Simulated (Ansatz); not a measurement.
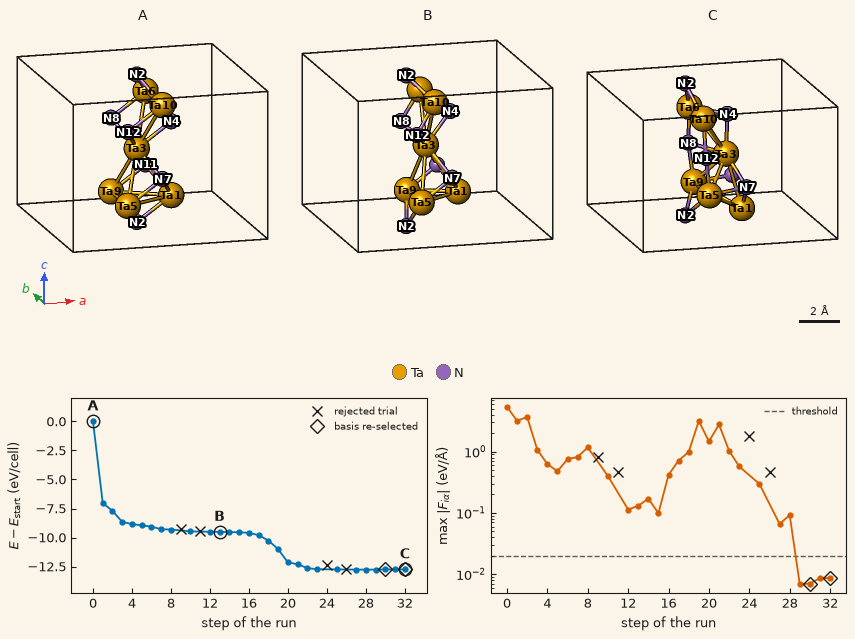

Frames of a relaxation of a wire of composition TaN, marked on the history of the run. Style: ball-and-stick. Shown: the cell of the calculation, with the vacuum cut short, slightly off an axis.

Case: wire along [1 1 1], 12 atoms a period.

Level of theory: DFT PBE, scalar-relativistic, plane waves, PAW in Ansatz.

Input
```yaml
crystal:
  lattice:
    - [11.7, 0.0, 0.0]
    - [0.0, 12.4, 0.0]
    - [0.0, 0.0, 7.6509352989]
  atoms:
    - { symbol: Ta, position: [0.6155988939, 0.5, 0.1666666667] }
    - { symbol: "N", position: [0.4614670354, 0.5, 0.0] }
    - { symbol: Ta, position: [0.4614670354, 0.5, 0.5] }
    - { symbol: "N", position: [0.6155988939, 0.5, 0.6666666667] }
    - { symbol: Ta, position: [0.3844011061, 0.3740531752, 0.1666666667] }
    - { symbol: Ta, position: [0.5385329646, 0.6259468248, 0.8333333333] }
    - { symbol: "N", position: [0.5385329646, 0.3740531752, 0.3333333333] }
    - { symbol: "N", position: [0.3844011061, 0.6259468248, 0.6666666667] }
    - { symbol: Ta, position: [0.3844011061, 0.6259468248, 0.1666666667] }
    - { symbol: Ta, position: [0.5385329646, 0.3740531752, 0.8333333333] }
    - { symbol: "N", position: [0.5385329646, 0.6259468248, 0.3333333333] }
    - { symbol: "N", position: [0.3844011061, 0.3740531752, 0.6666666667] }
basis:
  ecutwfc: 420
kpoints:
  mp_grid: { grid: [1, 1, 7] }
hamiltonian:
  xc: pbe
scf:
  occupations: { method: gaussian, width: 0.05 }
output:
  forces: true
  stress: true
  eigenvalues: true
  populations: true
  write_density: true
  write_potential: true
  elf: true
  volumetric_format: npy
relax:
  adjacent_minimum: "off"
  f_tol: 0.02
  max_steps: 45
  cell: { fix: [a, b, alpha, beta, gamma], stress_tol: 0.03 }
```

Launched with:
```bash
ansatz run input.yaml --threads 4 --pin off --max-ram 11264MiB --backend cpu --events-out ev --progress --plain --runs-dir out
```

What happens along the run?

The largest moves relative to the centre of the atoms, 1.47 Å, are those of Ta6 and Ta10. By element the largest moves are Ta 1.47 Å, N 1.22 Å. Along the periodic axis the drawn cell goes c 7.651 → 6.843 Å (−10.6 %). Some distances before and after: N8–Ta9 3.825 → 2.020 Å, Ta1–N4 3.825 → 2.053 Å, Ta1–N2 2.209 → 2.970 Å, Ta6–Ta10 3.123 → 2.573 Å. New bonds form, among them: N8–Ta9 (3.83 → 2.02 Å), Ta1–N4 (3.83 → 2.05 Å), Ta5–N12 (3.83 → 2.02 Å). Bonds break, among them: Ta1–N2 (2.21 → 2.97 Å). Bond angles that change, for instance: Ta5–N2–Ta6 180.0° → 139.9°, N2–Ta9–N11 90.0° → 115.5°, Ta6–N2–Ta10 90.0° → 75.4°. The energy falls by 12.748 eV per cell of the calculation in 26 accepted moves (32 points after the start). The largest force component goes from 5.4 to 0.0086 eV/Å. The line search rejected the trial steps at points 9, 11, 24, 26 of the run. At 2 points the geometry stayed and the basis and grid were re-selected for the new cell (energy shift of 17.6 meV per cell of the calculation at most each time). From step 0 to 13: N2 moves most (0.83 Å), energy −9.516 eV per cell of the calculation. From step 13 to 32: Ta atoms move most (0.83 Å), energy −3.232 eV per cell of the calculation.

```tsv
step	E − E(0), meV/atom	largest force component, eV/Å	note
0	0.00	5.4261	
1	-585.58	3.1800	
2	-642.04	3.6774	
3	-721.57	1.0811	
4	-736.21	0.6276	
5	-746.38	0.4785	
6	-754.96	0.7536	
7	-774.02	0.8189	
8	-775.84	1.1720	
9	-772.49	0.8286	rejected
10	-789.25	0.3992	
11	-788.62	0.4679	rejected
12	-791.80	0.1137	
13	-792.99	0.1303	
15	-795.55	0.0986	
16	-799.94	0.4178	
17	-816.17	0.7163	
18	-854.70	0.9906	
19	-916.98	3.1711	
20	-1011.61	1.4657	
22	-1053.14	1.0331	
23	-1060.90	0.5726	
24	-1033.16	1.8271	rejected
25	-1062.38	0.2976	
26	-1061.00	0.4696	rejected
27	-1063.65	0.0660	
29	-1063.80	0.0068	
30	-1062.33	0.0070	same geometry, new basis
31	-1062.37	0.0086	
32	-1062.34	0.0086	same geometry, new basis
```
